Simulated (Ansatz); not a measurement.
ZnCu₂SnS₄: band-structure calculation

The run: band-structure calculation of ZnCu₂SnS₄ (I-4, 8 atoms in the cell). Method and program: DFT PBE, scalar-relativistic, plane waves, PAW, no spin polarisation (Ansatz 0.2.0).

The structure derives from an entry of the Crystallography Open Database. Figures and captions count atoms from 1; the log counts them from 0 in places.

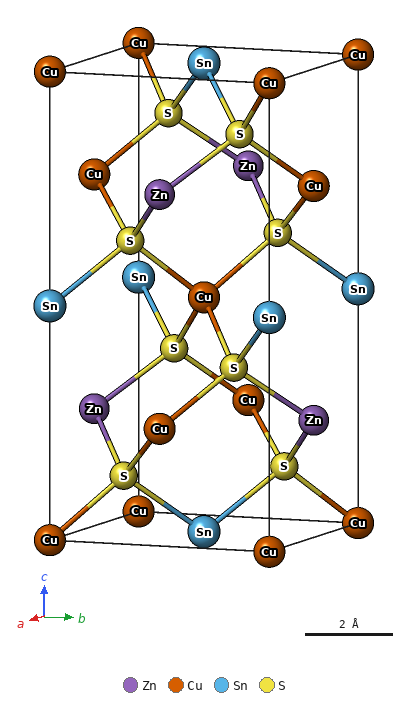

*The structure (ball-and-stick view of the cell 2 times as large as that of the calculation, set on its symmetry axes, seen slightly off an axis). An atom can appear more than once, as a periodic image.*

Near neighbours in the periodic cell (some may lie outside the picture): Zn has 4 S at 2.37 Å; Cu has 4 S at 2.32 Å; Sn has 4 S at 2.47 Å; S has 2 Cu at 2.32 Å, 1 Sn at 2.47 Å and 1 Zn at 2.37 Å.

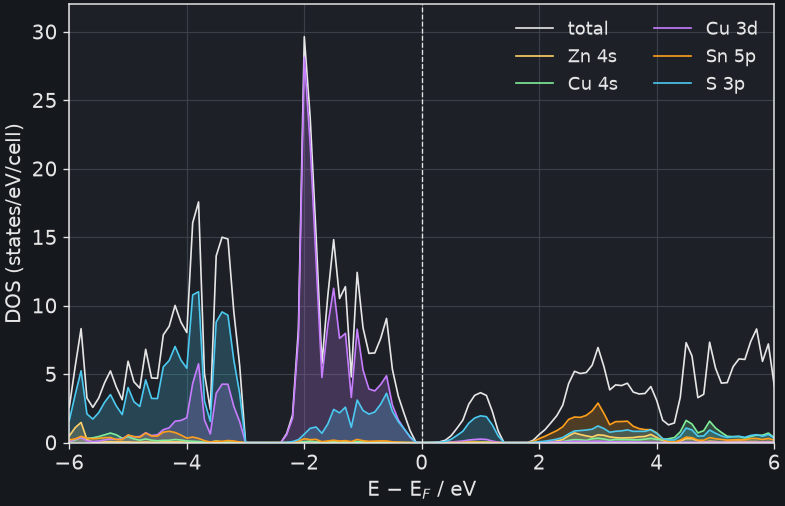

*Density of states (projected on Löwdin-orthogonalised atomic shells), with energies from the Fermi level.*

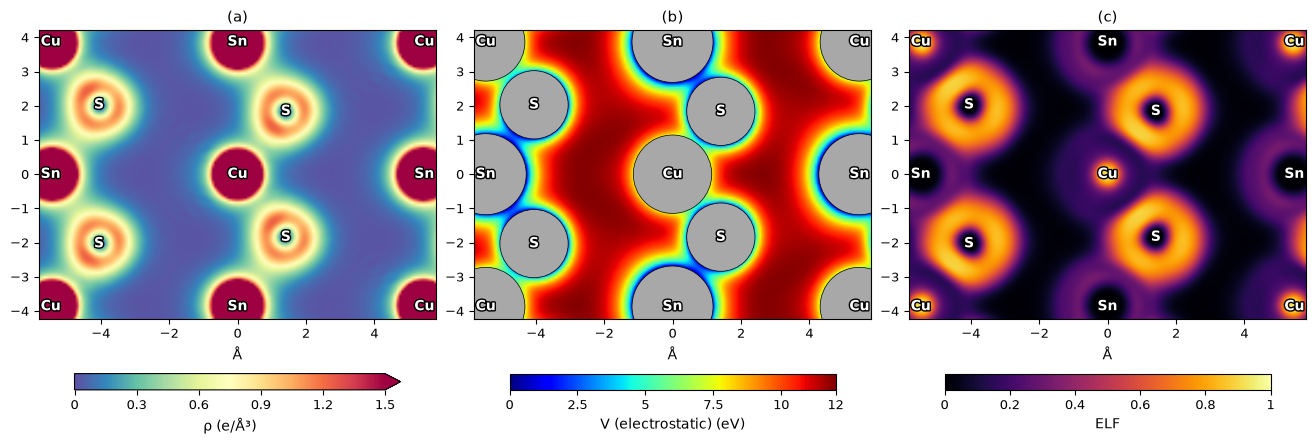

*(a) valence charge density (pseudo); (b) electrostatic potential (local pseudopotential plus Hartree) felt by an electron; (c) electron localisation function on the (110) plane of the conventional cell. Grey discs, where drawn, cover atomic cores.*

The section cuts through Cu, Sn and S sites. Cu–S (2.32 Å): ρ is about 0.51 e/Å³ halfway; the ELF is about 0.45 at the midpoint; no shared pair; the contact is polar. Sn–S (2.47 Å): ρ at the midpoint is about 0.53 e/Å³; the ELF is about 0.55 at the midpoint. Away from the nuclei the density in this plane falls to 0.02 e/Å³ at its lowest. The strong features right at Cu lie inside the PAW spheres (semicore, d or f shells) and say nothing about bonding. Outside the cores the potential energy rises away from the atoms and is highest about 2.2 Å from the nearest atoms; outside the discs it spans about 11 eV, and its zero is arbitrary. The fields are those of the smooth PAW valence density.

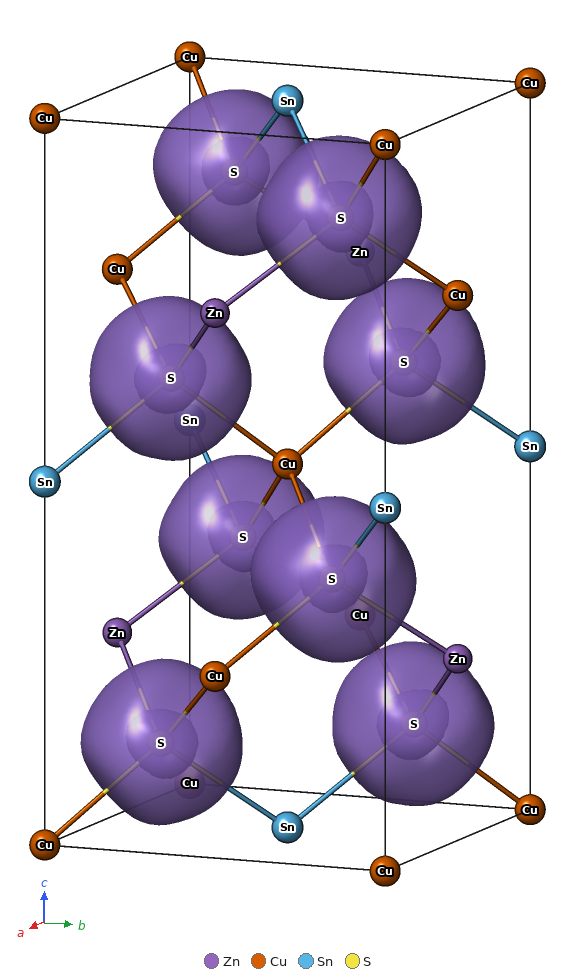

*Isosurface of the ELF at 0.65 (purple), seen slightly off an axis. Only the valence region is drawn (cores and ρ < 0.01 e/Å³ removed). Sticks mark near contacts. The outline is the cell set on symmetry axes.*

Along the contacts the grid gives the following. Cu–S (2.32 Å): the ELF is about 0.45 at the midpoint; no shared pair; the contact is polar. Zn–S (2.37 Å): the ELF is about 0.55 at the midpoint (no shared pair; the contact is polar).

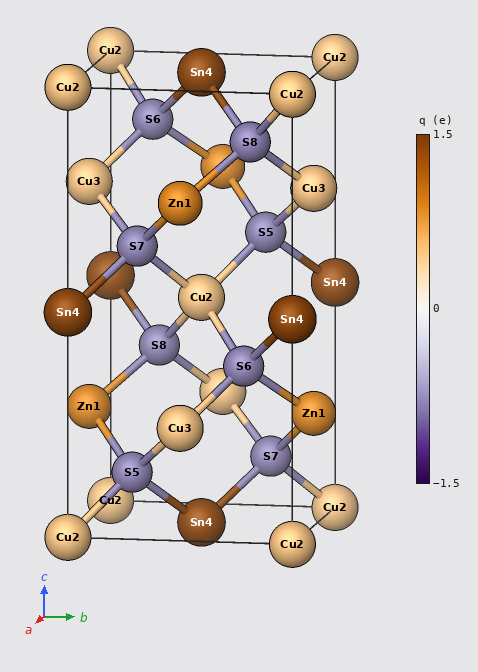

*Bader charges, as the colour of each atom (ball-and-stick view of the cell 2 times as large as that of the calculation, set on its symmetry axes, seen slightly off an axis; atoms are numbered from 1 in the order of the input).*

By element: Zn +0.86, Cu +0.49, Sn +1.39 and S −0.81 e.

The input that produced these results follows, with the program's output.

**Input**
```yaml
crystal:
  lattice:
    - [-2.7355783187, 2.7355783187, 5.4622109292]
    - [2.7355783187, -2.7355783187, 5.4622109292]
    - [2.7355783187, 2.7355783187, -5.4622109292]
  atoms:
    - { symbol: Zn, position: [0.25, 0.75, 0.5] }
    - { symbol: Cu, position: [0.0, 0.0, 0.0] }
    - { symbol: Cu, position: [0.75, 0.25, 0.5] }
    - { symbol: Sn, position: [0.5, 0.5, 0.0] }
    - { symbol: S, position: [0.3711002214, 0.8956013553, 1.0079414306] }
    - { symbol: S, position: [0.1043986447, 0.1123400753, 0.4754988661] }
    - { symbol: S, position: [0.8876599247, 0.3631587908, -0.0079414306] }
    - { symbol: S, position: [0.6368412092, 0.6288997786, 0.5245011339] }
basis:
  ecutwfc: 420
kpoints:
  mp_grid: { grid: [10, 10, 10] }
  band_path:
    path:
      - [[0.0, 0.0, 0.0], [0.0, 0.0, 0.5], [0.25, 0.25, 0.25], [0.0, 0.5, 0.0], [0.0, 0.0, 0.0], [0.5, 0.5, -0.5], [0.31270489, 0.68729511, -0.31270489]]
      - [[-0.31270489, 0.31270489, 0.31270489], [0.0, 0.0, 0.0]]
      - [[0.0, 0.0, 0.5], [-0.12540977, 0.12540977, 0.5]]
      - [[0.5, 0.5, -0.12540977], [0.5, 0.5, -0.5]]
    npoints: 14
hamiltonian:
  xc: pbe
scf:
  occupations: { method: gaussian, width: 0.1 }
  n_extra_bands: 20
output:
  forces: true
  stress: true
  eigenvalues: true
  populations: true
  dos: { projected: true, de: 0.02, nscf_kmesh: { grid: [15, 15, 15] } }
  bader: true
  write_density: true
  write_potential: true
  elf: true
  volumetric_format: npy
```

Command:
```bash
ansatz run input.yaml --threads 2 --pin off --max-ram 5120MiB --backend cpu --events-out ev --progress --plain --runs-dir out
```

**Output**
```
scf.n_extra_bands = 20 over 44 filled bands (N_el = 88.0): the run solves 64 bands
Engine: ansatz 0.2.0, x86_64-unknown-linux-gnu
Pseudopotentials: kind: paw
Pseudopotential: Zn, paw, valence charge 12, recommended cutoff 420 eV (normal), Zn.paw.azcp
Pseudopotential: Cu, paw, valence charge 19, recommended cutoff 420 eV (normal), Cu.paw.azcp
Pseudopotential: Sn, paw, valence charge 14, recommended cutoff 420 eV (normal), Sn.paw.azcp
Pseudopotential: S, paw, valence charge 6, recommended cutoff 420 eV (normal), S.paw.azcp
Functional definition: PBE
  parameter kappa = 0.804
  parameter beta = 0.06672455060314922
  exchange = pbe_x(kappa = kappa, mu = beta*pi^2/3)
  correlation = pbe_c(beta = beta)
Crystal: 8 atoms, lattice volume = 163.503 Å³
Basis set: ecut = 420 eV, 3195 PW (Γ), exchange–correlation on 90×90×90 points (8 copies of the dense FFT grid, shifted against one another)
Bands: 64, of which v1, the nominal top of the filled ones, is band 44 counted from 1 (43 counted from 0)
Symmetry: 4 space group operations
Space group: I-4 (ITA 82), of the structure as read, at distance tolerance 5.5e-5 Å
k-points: 144 of 1000 (time reversal used)
Non-local potential: Zn, projectors of the file, l = 0: 2, l = 1: 2, l = 2: 3, l = 3: 1
Non-local potential: Cu, projectors of the file, l = 0: 3, l = 1: 2, l = 2: 3, l = 3: 1
Non-local potential: Sn, projectors of the file, l = 0: 2, l = 1: 2, l = 2: 2, l = 3: 2
Non-local potential: S, projectors of the file, l = 0: 2, l = 1: 2, l = 2: 2
PAW form: soft (Blöchl's): semilocal exchange-correlation on the pseudo side does not see the compensation charge
PAW one-centre angular grid: Zn, 590 points (default); XC on 64 Gauss nodes
PAW one-centre angular grid: Cu, 590 points (default); XC on 64 Gauss nodes
PAW one-centre angular grid: Sn, 590 points (default); XC on 64 Gauss nodes
PAW one-centre angular grid: S, 110 points (default); XC on 64 Gauss nodes
Initial density: superposition of atomic densities (neutral atoms: chi_scale 0, normalization atom), corrected by the library's trained network
Initial wavefunctions: pseudopotential atomic-orbital guess
Functional: x = pbe(κ = 0.804, μ = 0.2195149727645171), c = pbe(β = 0.06672455060314922)
SCF iter   1: F=—  HF=-26205.551171 eV  |F-HF|=—  |Δ(HF+E_count)|=         —  Δρ=1.41e-3  dr2=2.61e-3  ethr=1.77e-3  ⟨swp⟩=6.0  Hψ=40405  notcnv=0  defer=1129
preconditioner: auto → Resta (q_TF=auto, 2.461 Å⁻¹)  ε∞=4.3  [insulator: Δε(μ)=0.399 eV  Ē_g=13.585 eV  σ=0.100 eV  W_gap=0.63  n_scr=36 (ndim 8)  ℏωp=24.6 eV  f_vac=0.041  D(μ)=0.05/eV (n_scr^D=0)  ε∞_Penn≈4.3]
SCF iter   2: F=—  HF=-26205.552759 eV  |F-HF|=—  |Δ(HF+E_count)|=   1.59e-3  Δρ=1.94e-3  dr2=3.73e-3  ethr=2.96e-6  ⟨swp⟩=2.8  Hψ=17139  notcnv=0  defer=1201
SCF iter   3: F=—  HF=-26205.552123 eV  |F-HF|=—  |Δ(HF+E_count)|=   6.36e-4  Δρ=3.75e-4  dr2=1.93e-4  ethr=2.96e-6  ⟨swp⟩=2.0  Hψ=13259  notcnv=0  defer=1201
SCF iter   4: F=—  HF=-26205.552271 eV  |F-HF|=—  |Δ(HF+E_count)|=   1.48e-4  Δρ=1.44e-4  dr2=2.45e-5  ethr=2.20e-7  ⟨swp⟩=2.0  Hψ=11004  notcnv=0  defer=1201
SCF iter   5: F=—  HF=-26205.552341 eV  |F-HF|=—  |Δ(HF+E_count)|=   7.06e-5  Δρ=1.95e-4  dr2=4.49e-5  ethr=2.78e-8  ⟨swp⟩=2.0  Hψ=13452  notcnv=0  defer=1201
SCF iter   6: F=—  HF=-26205.552335 eV  |F-HF|=—  |Δ(HF+E_count)|=   6.00e-6  Δρ=6.50e-5  dr2=5.57e-6  ethr=2.78e-8  ⟨swp⟩=2.0  Hψ=13452  notcnv=0  defer=1201
SCF iter   7: F=—  HF=-26205.552336 eV  |F-HF|=—  |Δ(HF+E_count)|=   6.83e-7  Δρ=1.86e-5  dr2=5.84e-7  ethr=6.33e-9  ⟨swp⟩=2.0  Hψ=10860  notcnv=0  defer=1201
SCF iter   8: F=—  HF=-26205.552336 eV  |F-HF|=—  |Δ(HF+E_count)|=   1.77e-7  Δρ=1.05e-5  dr2=1.37e-7  ethr=6.64e-10  ⟨swp⟩=2.0  Hψ=11004  notcnv=0  defer=1201
SCF iter   9: F=-26205.552336 eV  HF=-26205.552336 eV  |F-HF|=7.42e-10  |Δ(HF+E_count)|=   5.67e-8  Δρ=3.07e-6  dr2=1.36e-8  ethr=1.14e-10  ⟨swp⟩=17.1  Hψ=68400  notcnv=0
SCF 1 converged in 9 iterations: F = -26205.552336 eV  dr2 = 1.36e-8
  greatest PAW one-centre occupation: 1.000 electrons in one spin orbital (limit 2), on the Cu atom at site 1 (counted from 0), in its partial waves of l = 0
NSCF: frozen V_eff on 130 k-points
NSCF: frozen V_eff on 456 k-points
SCF converged after 9 iterations
Free energy (F): -26205.552336 eV
Harris-Foulkes:  -26205.552336 eV  (|F-HF|=7.42e-10)
Internal energy: -26205.552066 eV  (E = F + TS)
E sigma→0 (E₀):  -26205.552201 eV
Entropy (-TS):   -0.000270 eV (-0.034 meV/atom)
Fermi energy:    7.902183 eV
--- Per-component energies (eV) ---
  E_band       = -1120.471737
  E_kinetic    = 1343.881653
  E_local      = -15069.252581  (includes V_loc(G=0)·N_el)
  E_nonlocal   = 1491.410599
  E_hartree    = 6770.889129
  E_xc         = -1083.277531
  E_vxc        = -723.888750  (∫ρ·V_xc dr)
  E_paw        = -11707.457977  (= ΣΔE_a)
  E_vpaw       = -1704.394618  (= ΣTr[D̂ρ^β])
  E_aug_tail   = 0.000197  (compensation charges beyond the density's cutoff)
  E_ewald      = -7951.745554
  E_smearing   = -0.000270  (= −TS)
  E_closure    = -0.000000  (closes the sum)
  Σ components = -26205.552336   (vs F -26205.552336, Δ=0.00e0)
--- Forces (eV/Å), atoms counted from 1 ---
  atom   1  Zn     0.00000000    -0.00000000    -0.00000000
  atom   2  Cu     0.00000000    -0.00000000     0.00000000
  atom   3  Cu     0.00000000     0.00000000     0.00000000
  atom   4  Sn     0.00000000     0.00000000     0.00000000
  atom   5  S      0.00146123    -0.00277805     0.00286607
  atom   6  S     -0.00277805    -0.00146123    -0.00286607
  atom   7  S     -0.00146123     0.00277805     0.00286607
  atom   8  S      0.00277805     0.00146123    -0.00286607
  max |Σ_I F_I| component: 2.10e-16 eV/Å
--- Stress (GPa, compression-positive) ---
       -0.026812       0.000000      -0.000000
       -0.000000      -0.026812       0.000000
       -0.000000       0.000000       0.033330
  P = ⅓ Tr σ = -0.0068 GPa (-0.068 kbar)
--- Band table (eV; the first three rows and the last of 144) ---
  k-point 0: bands = ["-103.8489", "-103.8322", "-61.3029", "-61.2406", "-61.2406", "-61.2165", "-61.2165", "-61.2049", "-14.4451", "-14.4412", "-14.4412", "-14.3752", "-14.3706", "-6.5741", "-5.1512", "-5.1386", "-5.1386", "-0.1357", "0.7283", "0.7950", "0.7950", "0.7953", "0.8968", "2.1892", "2.7679", "2.9541", "3.4463", "3.4586", "3.4586", "4.0734", "4.0734", "4.5459", "4.5459", "4.5761", "5.6906", "5.7891", "5.9727", "6.2118", "6.2325", "6.2325", "6.3993", "7.7607", "7.7607", "7.8246", "7.8697", "9.7657", "10.4842", "11.4403", "11.4403", "12.6138", "12.7947", "13.0790", "13.0790", "13.4000", "14.5370", "14.5370", "14.6892", "14.8234", "17.2806", "18.1518", "18.1909", "18.1909", "18.2843", "18.4639"]
  k-point 1: bands = ["-103.8489", "-103.8322", "-61.3029", "-61.2406", "-61.2406", "-61.2165", "-61.2165", "-61.2049", "-14.4452", "-14.4412", "-14.4412", "-14.3751", "-14.3705", "-6.5220", "-5.1879", "-5.1673", "-5.1479", "-0.1037", "0.7330", "0.7797", "0.7873", "0.8099", "0.8998", "2.1624", "2.6686", "2.9447", "3.3234", "3.4436", "3.7510", "4.0100", "4.0931", "4.4420", "4.5649", "4.6406", "5.7444", "5.8257", "5.9944", "6.0994", "6.1944", "6.3427", "6.4638", "7.2196", "7.7061", "7.7405", "8.3996", "10.0080", "10.6660", "11.3749", "11.4496", "12.5643", "12.8093", "13.0153", "13.2289", "13.3872", "14.1871", "14.3184", "15.3884", "15.4470", "16.9111", "17.3593", "17.6612", "17.8079", "18.0510", "18.2144"]
  k-point 2: bands = ["-103.8489", "-103.8323", "-61.3029", "-61.2406", "-61.2406", "-61.2165", "-61.2165", "-61.2049", "-14.4454", "-14.4414", "-14.4413", "-14.3749", "-14.3704", "-6.3735", "-5.3059", "-5.2401", "-5.1534", "-0.0606", "0.7383", "0.7670", "0.7828", "0.8290", "0.8988", "2.0162", "2.4829", "3.0630", "3.1390", "3.5051", "3.9910", "3.9988", "4.1360", "4.2997", "4.6344", "4.7393", "5.8286", "5.9364", "6.0026", "6.0833", "6.1737", "6.4567", "6.5915", "6.8192", "7.4165", "7.6753", "8.7836", "10.4597", "10.9273", "11.3193", "11.5384", "12.4499", "12.7902", "13.1491", "13.3016", "13.4073", "14.3574", "14.6285", "15.7826", "15.8487", "16.2659", "16.4954", "16.8201", "17.1721", "17.4624", "17.5828"]
  k-point 143: bands = ["-103.8489", "-103.8323", "-61.3029", "-61.2406", "-61.2406", "-61.2165", "-61.2165", "-61.2049", "-14.4452", "-14.4410", "-14.4410", "-14.3753", "-14.3705", "-6.0907", "-5.8031", "-5.1521", "-5.1521", "-0.2437", "0.7040", "0.7612", "0.7612", "0.8457", "1.1096", "1.9298", "3.2739", "3.2762", "3.6490", "3.7473", "3.7473", "4.1087", "4.1087", "4.4738", "4.5905", "4.5905", "5.5862", "5.8913", "5.9273", "6.0211", "6.5993", "6.7087", "6.7087", "6.7212", "6.9845", "6.9845", "8.9715", "9.8171", "9.8171", "10.1049", "10.9777", "11.3104", "12.0238", "12.0369", "14.2260", "14.2260", "15.1204", "15.4643", "15.4643", "15.6698", "17.1499", "17.3710", "17.7462", "18.5773", "18.6698", "18.6698"]
--- Löwdin populations: 8 sites ---
  site symbol       q [e]
     0     Zn     10.7422
     1     Cu     18.3931
     2     Cu     18.3946
     3     Sn     13.2332
     4      S      6.6405
     5      S      6.6405
     6      S      6.6405
     7      S      6.6405
  spilling = 0.007670 (of n_electrons = 88.000000)
--- Bader charges: 8 sites ---
  site symbol  charge [e]  shift [e]
     0     Zn      0.8629     0.0023
     1     Cu      0.4907     0.0001
     2     Cu      0.4876     0.0000
     3     Sn      1.3949     0.0001
     4      S     -0.8090     0.0006
     5      S     -0.8090     0.0006
     6      S     -0.8090     0.0006
     7      S     -0.8090     0.0006
  estimated error of the sums over rays = 3.2e-4 e
```

**File bader_charges.tsv**
```
# site	symbol	x_ang	y_ang	z_ang	partial_charge_e	electrons	volume_ang3	relative_density_drop	shared_charge_e	partial_wave_shift_e
# quadrature_error_electrons = 3.2e-4
0	Zn	2.7356	0.0000	2.7311	0.86290	29.13710	14.13	-	0.86290	0.00231
1	Cu	0.0000	0.0000	0.0000	0.49069	28.50931	14.72	-	0.49069	0.00006
2	Cu	0.0000	2.7356	2.7311	0.48764	28.51236	14.68	-	0.48764	0.00001
3	Sn	0.0000	0.0000	5.4622	1.39488	48.60512	19.92	-	1.39488	0.00009
4	S	4.1921	1.3225	1.4134	-0.80902	16.80902	25.01	-	-0.80902	0.00059
5	S	1.3225	1.2790	-1.4134	-0.80903	16.80903	25.01	-	-0.80903	0.00059
6	S	-1.4565	1.4131	6.8756	-0.80902	16.80902	25.01	-	-0.80902	0.00059
7	S	1.4131	1.4565	4.0488	-0.80904	16.80904	25.01	-	-0.80904	0.00058
```

**Results in brief**

```json
{"quantity": "outcome", "value": "converged"}
{"quantity": "space group (tolerance 0.01 Å)", "value": "I-4 (82)"}
{"quantity": "electrons treated", "value": "88"}
{"quantity": "free energy", "value": "−26205.5523 eV"}
{"quantity": "Fermi energy", "value": "7.902 eV"}
{"quantity": "gap on the k-point mesh", "value": "0.05 eV by band count, under the smearing"}
{"quantity": "pressure", "value": "−0.01 GPa"}
{"quantity": "largest force (length of the vector)", "value": "0.004 eV/Å"}
{"quantity": "hardware", "value": "2 threads of Intel Xeon (Sapphire Rapids), 32 GiB of memory available, shared host"}
{"quantity": "wall time", "value": "4.3 min (CPU time 8.6 min)"}
{"quantity": "peak memory", "value": "2.6 GiB"}
```
